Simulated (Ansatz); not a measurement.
```
Zn Se
1.0
    -5.73184   -5.73184    5.73184
     5.73184   -5.73184   -5.73184
     5.73184    5.73184    5.73184
Zn Se
15 16
Direct
  0.00507 0.49916 0.50034
  0.49997 0.25486 0.24998
  0.24946 0.25484 0.50046
  0.99889 0.24872 0.75499
  0.74939 0.49912 0.74991
  0.49988 0.49920 0.00560
  0.00510 0.74965 0.24987
  0.74941 0.99913 0.24991
  0.49372 0.99390 0.49420
  0.24939 0.99916 0.74992
  0.99898 0.00436 0.99950
  0.75449 0.24866 0.99939
  0.74434 0.74353 0.49433
  0.49384 0.74354 0.74480
  0.24938 0.74972 0.00555
  0.24938 0.74239 0.24979
  0.99943 0.74832 0.49905
  0.49284 0.49921 0.25000
  0.24949 0.49918 0.49332
  0.00026 0.49920 0.75068
  0.74865 0.74921 0.74915
  0.49855 0.74833 0.99989
  0.00029 0.00000 0.24995
  0.75025 0.24999 0.24991
  0.49855 0.24907 0.49906
  0.24940 0.25001 0.75075
  0.00590 0.25572 0.00639
  0.75020 0.49917 0.00077
  0.74858 0.99831 0.49992
  0.49939 0.99829 0.74905
  0.24944 0.00005 0.00078
```

The calculation used Ansatz, DFT PBE, scalar-relativistic, plane waves, PAW.

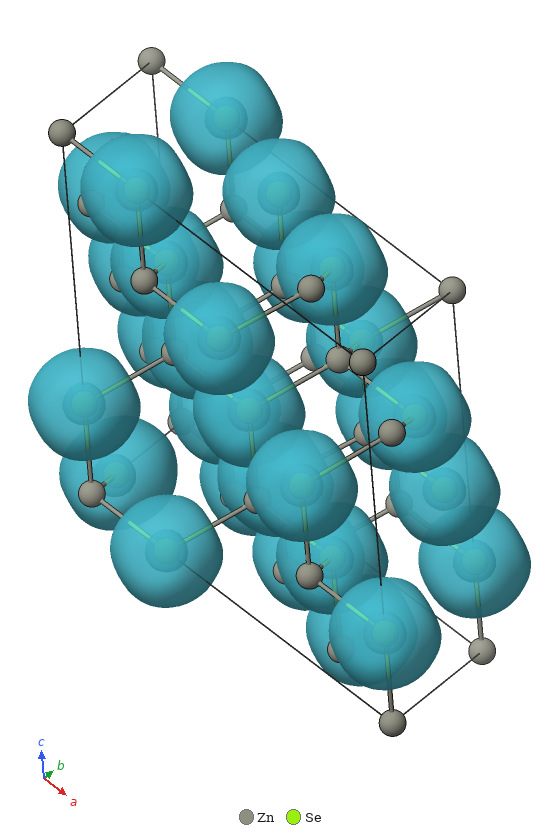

Zn₁₅Se₁₆ (cell with a defect). Isosurface of the electron localisation function at 0.6 (cyan), seen slightly off an axis. Only the valence region is drawn (cores and ρ < 0.01 e/Å³ removed). Sticks mark near contacts.

Question: What do the ELF domains correspond to?

Answer: The surface consists of 16 regions wrapped around Se (the valence shell of each), counted in one cell of 31 atoms. Any copies at cell faces, edges or corners count once.

Values along the shortest contacts:
Zn–Se (2.45 Å): the ELF is about 0.60 at the midpoint. Zn–Se (2.50 Å): the ELF is about 0.60 at the midpoint.

Question: Does the calculation make it a metal, or give it a gap?

Answer: It is metallic or semimetallic at this level of theory: no gap opens.
